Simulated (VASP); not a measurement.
## Geometry relaxation of PtTe2 (part 3 of 3)

Continued. System: PtTe2 (P-3m1, 3 atoms in the cell). Method: Kohn-Sham DFT of a periodic cell, PBE, VASP PAW PBE potentials, recommended, no spin polarisation (VASP 6.6.1); cutoff 600 eV, 12×12×7 k-mesh, methfessel-paxton of 0.1 eV. The structure derives from an entry of the Crystallography Open Database.

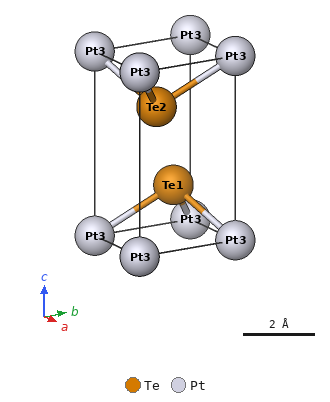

Figure 1. The geometry at step 5 of the log (ball-and-stick view of the cell of the calculation, seen slightly off an axis; atoms are numbered from 1 in the order of the input).

### Parts of OUTCAR, continued
```
--------------------------------------- Ionic step        8  -------------------------------------------

 number of electron      21.9999997 magnetization

------------------------ aborting loop because EDIFF is reached ----------------------------------------

  FORCE on cell =-STRESS in cart. coord.  units (eV):
  Direction    XX          YY          ZZ          XY          YZ          ZX
  --------------------------------------------------------------------------------------
  -------------------------------------------------------------------------------------
  Total        0.0578124      0.0578124      0.0615072      0.0000000     -0.0000000     -0.0000000
  in kB        1.1996920      1.1996920      1.2763636      0.0000000     -0.0000000     -0.0000000
  external PRESSURE =       1.2252492 kB  Pullay stress =       0.0000000 kB

 VOLUME and BASIS-vectors are now :
 -----------------------------------------------------------------------------
  energy-cutoff  :      600.00
  volume of cell :       77.21
      direct lattice vectors                 reciprocal lattice vectors
     4.086182595  0.000000000  0.000000000     0.244727194  0.141293311 -0.000000000
    -2.043091297  3.538737931  0.000000000    -0.000000000  0.282586623  0.000000000
     0.000000000 -0.000000000  5.339442645    -0.000000000 -0.000000000  0.187285465

 POSITION                                       TOTAL-FORCE (eV/Angst)
 -----------------------------------------------------------------------------------
     -0.00000      2.35916      1.36221         0.000000     -0.000000      0.004230
      2.04309      1.17958      3.97723        -0.000000      0.000000     -0.004230
      0.00000      0.00000      0.00000        -0.000000      0.000000      0.000000
 -----------------------------------------------------------------------------------
    total drift:                                0.000000      0.000000      0.000000

  FREE ENERGIE OF THE ION-ELECTRON SYSTEM (eV)
  ---------------------------------------------------
  free  energy   TOTEN  =       -13.5700633675 eV

  energy  without entropy=      -13.5704579074  energy(sigma->0) =      -13.57019488

--------------------------------------- Ionic step        9  -------------------------------------------

 number of electron      21.9999997 magnetization

------------------------ aborting loop because EDIFF is reached ----------------------------------------

  FORCE on cell =-STRESS in cart. coord.  units (eV):
  Direction    XX          YY          ZZ          XY          YZ          ZX
  --------------------------------------------------------------------------------------
  -------------------------------------------------------------------------------------
  Total       -0.0793123     -0.0793123     -0.0337818      0.0000000     -0.0000000     -0.0000000
  in kB       -1.6408491     -1.6408491     -0.6988937      0.0000000     -0.0000000     -0.0000000
  external PRESSURE =      -1.3268640 kB  Pullay stress =       0.0000000 kB

 VOLUME and BASIS-vectors are now :
 -----------------------------------------------------------------------------
  energy-cutoff  :      600.00
  volume of cell :       77.44
      direct lattice vectors                 reciprocal lattice vectors
     4.090100095  0.000000000  0.000000000     0.244492794  0.141157980 -0.000000000
    -2.045050047  3.542130586  0.000000000    -0.000000000  0.282315961  0.000000000
     0.000000000 -0.000000000  5.345449447    -0.000000000 -0.000000000  0.187075008

 POSITION                                       TOTAL-FORCE (eV/Angst)
 -----------------------------------------------------------------------------------
     -0.00000      2.36142      1.36403        -0.000000      0.000000     -0.026817
      2.04505      1.18071      3.98142         0.000000     -0.000000      0.026817
     -2.04505      3.54213      5.34545         0.000000     -0.000000      0.000000
 -----------------------------------------------------------------------------------
    total drift:                               -0.000000     -0.000000      0.000000

  FREE ENERGIE OF THE ION-ELECTRON SYSTEM (eV)
  ---------------------------------------------------
  free  energy   TOTEN  =       -13.5700243477 eV

  energy  without entropy=      -13.5704115532  energy(sigma->0) =      -13.57015342

--------------------------------------- Ionic step       10  -------------------------------------------

 number of electron      21.9999997 magnetization

 Free energy of the ion-electron system (eV)
  ---------------------------------------------------
  ext. energy  EPLUGINS =         0.00000000
  ---------------------------------------------------
  free energy    TOTEN  =       -13.57010078 eV

  energy without entropy =      -13.57049047  energy(sigma->0) =      -13.57023068

 E-fermi :   7.9574     XC(G=0): -10.2693     alpha+bet :-12.5166

 val. band max:        7.9526617431   @ k =   0.0000   0.3333   0.2857
 cond. band min:       8.0404190020   @ k =  -0.0833   0.2500   0.1429
 fundamental gap:      0.0877572589
 Fermi energy:         7.9574119370

 k-point     1 :       0.0000    0.0000    0.0000
  band No.  band energies     occupation
      1      -5.7059      2.00000
      2      -2.6526      2.00000
      3       1.5638      2.00000
      4       2.4881      2.00000
      5       2.4881      2.00000
      6       4.3716      2.00000
      7       4.3716      2.00000
      8       5.3984      2.00000
      9       7.4722      2.00000
     10       7.4722      2.00000
     11       8.9955     -0.00000
     12       8.9955     -0.00000
     13       9.2824     -0.00000
     14      10.8200      0.00000
     15      11.9019      0.00000

 k-point     2 :       0.0833    0.0000    0.0000
  band No.  band energies     occupation
      1      -5.6349      2.00000
      2      -2.6867      2.00000
      3       1.6460      2.00000
      4       2.5271      2.00000
      5       2.5390      2.00000
      6       4.3110      2.00000
      7       4.3366      2.00000
      8       5.3138      2.00000
      9       6.9841      2.00000
     10       7.2688      2.00000
     11       8.4788     -0.00000
     12       9.1439     -0.00000
     13       9.5016     -0.00000
     14      11.3495      0.00000
     15      12.2805      0.00000

 k-point     3 :       0.1667    0.0000    0.0000
  band No.  band energies     occupation
      1      -5.4267      2.00000
      2      -2.7843      2.00000
      3       1.8829      2.00000
      4       2.6374      2.00000
      5       2.6847      2.00000
      6       4.0643      2.00000
      7       4.2533      2.00000
      8       5.0319      2.00000
      9       6.2369      2.00000
     10       6.8061      2.00000
     11       7.7346      2.00715
     12       9.4561     -0.00000
     13       9.5646     -0.00000
     14      11.9435      0.00000
     15      12.6809      0.00000

 k-point     4 :       0.2500    0.0000    0.0000
  band No.  band energies     occupation
      1      -5.0987      2.00000
      2      -2.9353      2.00000
      3       2.2278      2.00000
      4       2.7955      2.00000
      5       2.8740      2.00000
      6       3.5185      2.00000
      7       4.1785      2.00000
      8       4.7474      2.00000
      9       5.8067      2.00000
     10       6.2528      2.00000
     11       6.9456      2.00000
     12       9.3201     -0.00000
     13       9.7858     -0.00000
     14      11.6908      0.00000
     15      13.4068      0.00000

 k-point     5 :       0.3333    0.0000    0.0000
  band No.  band energies     occupation
      1      -4.6840      2.00000
      2      -3.1354      2.00000
      3       2.2723      2.00000
      4       2.9094      2.00000
      5       2.9541      2.00000
      6       3.4490      2.00000
      7       4.1908      2.00000
      8       4.6412      2.00000
      9       5.5005      2.00000
     10       5.6895      2.00000
     11       6.1784      2.00000
     12       8.7859     -0.00000
     13      10.0626      0.00000
     14      11.5978      0.00000
     15      13.5102      0.00000

 [... the levels of 18 k-points are left out ...]

 k-point    24 :       0.0000    0.1667    0.1429
  band No.  band energies     occupation
      1      -5.3481      2.00000
      2      -2.9720      2.00000
      3       1.9181      2.00000
      4       2.6080      2.00000
      5       2.9070      2.00000
      6       3.9504      2.00000
      7       4.2722      2.00000
      8       5.0029      2.00000
      9       6.2244      2.00000
     10       7.1149      2.00000
     11       8.4235     -0.00000
     12       8.8945     -0.00000
     13       8.9698     -0.00000
     14      11.6367      0.00000
     15      12.4857      0.00000

 [... further k-points ...]

------------------------ aborting loop because EDIFF is reached ----------------------------------------

  FORCE on cell =-STRESS in cart. coord.  units (eV):
  Direction    XX          YY          ZZ          XY          YZ          ZX
  --------------------------------------------------------------------------------------
  -------------------------------------------------------------------------------------
  Total       -0.0050846     -0.0050846      0.0083410     -0.0000000     -0.0000000     -0.0000000
  in kB       -0.1053943     -0.1053943      0.1728921     -0.0000000     -0.0000000     -0.0000000
  external PRESSURE =      -0.0126322 kB  Pullay stress =       0.0000000 kB

 VOLUME and BASIS-vectors are now :
 -----------------------------------------------------------------------------
  energy-cutoff  :      600.00
  volume of cell :       77.30
      direct lattice vectors                 reciprocal lattice vectors
     4.087635497  0.000000000  0.000000000     0.244640208  0.141243090 -0.000000000
    -2.043817749  3.539996182  0.000000000    -0.000000000  0.282486180  0.000000000
     0.000000000 -0.000000000  5.341670418    -0.000000000 -0.000000000  0.187207357

 POSITION                                       TOTAL-FORCE (eV/Angst)
 -----------------------------------------------------------------------------------
     -0.00000      2.36000      1.36288        -0.000000      0.000000     -0.007432
      2.04382      1.18000      3.97879         0.000000     -0.000000      0.007432
      0.00000      0.00000      0.00000         0.000000      0.000000      0.000000
 -----------------------------------------------------------------------------------
    total drift:                                0.000000     -0.000000      0.000000

  FREE ENERGIE OF THE ION-ELECTRON SYSTEM (eV)
  ---------------------------------------------------
  free  energy   TOTEN  =       -13.5701007776 eV

  energy  without entropy=      -13.5704904735  energy(sigma->0) =      -13.57023068

 reached required accuracy - stopping structural energy minimisation
```

### CONTCAR
```
Te2Pt
   1.00000000000000
     4.0876354972138760    0.0000000000000000    0.0000000000000000
    -2.0438177486069380    3.5399961820240593    0.0000000000000000
     0.0000000000000000   -0.0000000000000000    5.3416704177269771
  Te              Pt
     2     1
Direct
     0.3333333332999970    0.6666666667000030    0.2551419248095311
     0.6666666667000030    0.3333333332999970    0.7448580751904688
     0.0000000000000000    0.0000000000000000    0.0000000000000000

  0.00000000E+00  0.00000000E+00  0.00000000E+00
  0.00000000E+00  0.00000000E+00  0.00000000E+00
  0.00000000E+00  0.00000000E+00  0.00000000E+00
```

### Trajectory as extended XYZ (Å, eV, eV/Å), 10 frames, from step=0 to step=9
```
3
Lattice="4.0100 0.0000 0.0000 -2.0050 3.4728 0.0000 0.0000 0.0000 5.2010" Properties=species:S:1:pos:R:3:forces:R:3 step=0 energy=-13.42648
Te    0.0000    2.3152    1.3002    0.0000   0.0000   1.0294
Te    2.0050    1.1576    3.9007    0.0000   0.0000  -1.0294
Pt    0.0000    0.0000    0.0000    0.0000   0.0000   0.0000
3
Lattice="4.2712 0.0000 0.0000 -2.1356 3.6990 0.0000 -0.0000 0.0000 5.4767" Properties=species:S:1:pos:R:3:forces:R:3 step=1 energy=-13.25235
Te    0.0000    2.4660    1.4215    0.0000   0.0000  -0.9438
Te    2.1356    1.2330    4.0552    0.0000   0.0000   0.9438
Pt    0.0000    0.0000    0.0000    0.0000   0.0000   0.0000
3
Lattice="4.1089 0.0000 0.0000 -2.0545 3.5584 0.0000 -0.0000 0.0000 5.3054" Properties=species:S:1:pos:R:3:forces:R:3 step=2 energy=-13.56775
Te    0.0000    2.3723    1.3471    0.0000   0.0000   0.0521
Te    2.0545    1.1861    3.9583    0.0000   0.0000  -0.0521
Pt    0.0000    0.0000    0.0000    0.0000   0.0000   0.0000
3
Lattice="4.1059 0.0000 0.0000 -2.0529 3.5558 0.0000 -0.0000 0.0000 5.3021" Properties=species:S:1:pos:R:3:forces:R:3 step=3 energy=-13.56791
Te    0.0000    2.3705    1.3457    0.0000   0.0000   0.0772
Te    2.0529    1.1853    3.9564    0.0000   0.0000  -0.0772
Pt    0.0000    0.0000    0.0000    0.0000   0.0000   0.0000
3
Lattice="4.1039 0.0000 0.0000 -2.0520 3.5541 0.0000 -0.0000 0.0000 5.3001" Properties=species:S:1:pos:R:3:forces:R:3 step=4 energy=-13.56788
Te    0.0000    2.3694    1.3448    0.0000   0.0000   0.0929
Te    2.0520    1.1847    3.9553    0.0000   0.0000  -0.0929
Pt    0.0000    0.0000    0.0000    0.0000   0.0000   0.0000
3
Lattice="4.0957 0.0000 0.0000 -2.0478 3.5470 0.0000 0.0000 -0.0000 5.3184" Properties=species:S:1:pos:R:3:forces:R:3 step=5 energy=-13.56943
Te    0.0000    2.3646    1.3529    0.0000   0.0000   0.0515
Te    2.0478    1.1823    3.9655    0.0000   0.0000  -0.0515
Pt    0.0000    0.0000    0.0000    0.0000   0.0000   0.0000
3
Lattice="4.0868 0.0000 0.0000 -2.0434 3.5393 0.0000 0.0000 -0.0000 5.3381" Properties=species:S:1:pos:R:3:forces:R:3 step=6 energy=-13.57005
Te    0.0000    2.3595    1.3616    0.0000   0.0000   0.0073
Te    2.0434    1.1798    3.9765    0.0000   0.0000  -0.0073
Pt   -2.0434    3.5393    5.3381    0.0000   0.0000   0.0000
3
Lattice="4.0862 0.0000 0.0000 -2.0431 3.5387 0.0000 0.0000 -0.0000 5.3394" Properties=species:S:1:pos:R:3:forces:R:3 step=7 energy=-13.57006
Te    0.0000    2.3592    1.3622    0.0000   0.0000   0.0042
Te    2.0431    1.1796    3.9772    0.0000   0.0000  -0.0042
Pt    0.0000    0.0000    0.0000    0.0000   0.0000   0.0000
3
Lattice="4.0901 0.0000 0.0000 -2.0451 3.5421 0.0000 0.0000 -0.0000 5.3454" Properties=species:S:1:pos:R:3:forces:R:3 step=8 energy=-13.57002
Te    0.0000    2.3614    1.3640    0.0000   0.0000  -0.0268
Te    2.0450    1.1807    3.9814    0.0000   0.0000   0.0268
Pt   -2.0450    3.5421    5.3454    0.0000   0.0000   0.0000
3
Lattice="4.0876 0.0000 0.0000 -2.0438 3.5400 0.0000 0.0000 -0.0000 5.3417" Properties=species:S:1:pos:R:3:forces:R:3 step=9 energy=-13.57010
Te    0.0000    2.3600    1.3629    0.0000   0.0000  -0.0074
Te    2.0438    1.1800    3.9788    0.0000   0.0000   0.0074
Pt    0.0000    0.0000    0.0000    0.0000   0.0000   0.0000
```

This output came from the following input.

### INCAR
```
PREC = Accurate
ENCUT = 600
EDIFF = 1E-6
ISMEAR = 1
SIGMA = 0.1
LREAL = False
LASPH = True
NELM = 80
ALGO = Normal
ISIF = 3
LWAVE = False
LCHARG = False
GGA = PE
IBRION = 2
NSW = 90
EDIFFG = -0.01
```

### KPOINTS
```
Automatic mesh
0
Gamma
  12 12 7
```

### POSCAR
```
Te2Pt
1.0
    4.0100000000      0.0000000000      0.0000000000
   -2.0050000000      3.4727618692      0.0000000000
    0.0000000000      0.0000000000      5.2010000000
Te Pt
2 1
Direct
    0.3333333333      0.6666666667      0.2500000000
    0.6666666667      0.3333333333      0.7500000000
    0.0000000000      0.0000000000      0.0000000000
```

Launched with:
```bash
cat potpaw_PBE.64/Te/POTCAR potpaw_PBE.64/Pt/POTCAR > POTCAR
mpirun -np 1 vasp_std > vasp.out
```

### Results in brief

| quantity | value |
| --- | --- |
| outcome | converged |
| space group (tolerance 0.01 Å) | P-3m1 (164) |
| electrons treated | 22 |
| free energy | −13.5701 eV |
| Fermi energy | 7.957 eV |
| gap on the k-point mesh | none (metallic) |
| pressure | 0.00 GPa |
| final volume | 77.30 Å³ |
| largest force (length of the vector) at the end | 0.007 eV/Å |
| final cell | a = 4.088 Å, b = 4.088 Å, c = 5.342 Å, α = 90.00°, β = 90.00°, γ = 120.00° |
| hardware | 1 thread of AMD EPYC (Zen 5), 192 GiB of memory available, shared host |
| wall time | 6.5 min |
| peak memory | 0.3 GiB |

### Notes

Spin–orbit coupling is left out, which matters for Pt. The volume changed by more than 5 % on the plane waves of the start, so the result carries a basis error; a second relaxation from the end is advised.
